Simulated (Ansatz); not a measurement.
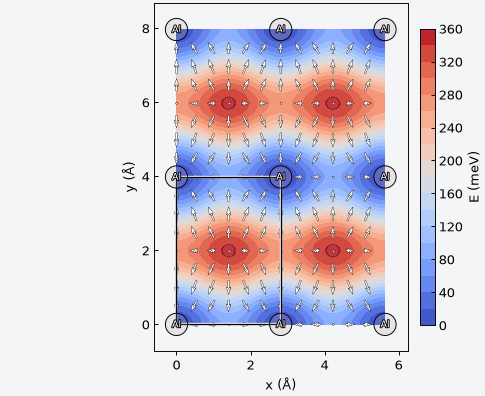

Energy landscape of Cu on an Al(110) slab cut from the Fm-3m phase, its upper half relaxed before the scan (16 atoms of substrate and one adsorbate in a 2 × 2 cell). 
- Cu is moved over the surface cell at a fixed height above a rigid substrate; the origin of the map has the adsorbate above Al13; the height is held at 3.00 Å.
- Places are given modulo a cell vector. The map is drawn in real space over the plane of the surface.
- Grid: 6 × 8 points; 20 points were computed and 28 follow by symmetry.
- Places are given in fractions of the 1 × 1 surface cell.
- All energies are given in meV relative to the lowest grid point.
- The runs have no spin polarisation, so an open-shell adsorbate far from the surface lies too high. At a fixed height the lowest place need not be the adsorption site.
- Level of theory: DFT PBE+D3(BJ), scalar-relativistic, plane waves, PAW (Ansatz 0.2.0). Settings: cutoff 420 eV, k-mesh 5×4×1, gaussian smearing 0.1 eV, no spin polarisation.

The picture shows filled contours, dots at the grid points, arrows along the force (downhill), their lengths compressed, labelled circles for the atoms of the top layer and small ones for the second layer, the outline of one cell of the 2 × 2 shown. Between grid points the surface is interpolated. 

Question: Where are the wells?

Answer: The lowest grid point is at the top site over a surface Al atom, (0/6, 0/8) of the cell vectors. No other kind of well shows on this grid. The highest grid point, a fourfold hollow over a second-layer Al atom, (3/6, 4/8) of the cell vectors, lies 344 meV above the lowest. On the interpolated surface the easiest way out of the lowest well to its copy in the next cell or period passes a barrier of about 85 meV. At the lowest point the adsorbate has 1 Al at 3.00 Å as nearest neighbours, at the highest 4 Al at 3.87 Å.

Each point was launched as `ansatz run input.yaml --threads 1 --pin off --max-ram 3072MiB --backend cpu --events-out ev --progress --plain --runs-dir out`. The whole map (20 points run) took 12 min on 1 thread of Intel(R) Xeon(R) Platinum 8488C (Sapphire Rapids), with other jobs on the host.
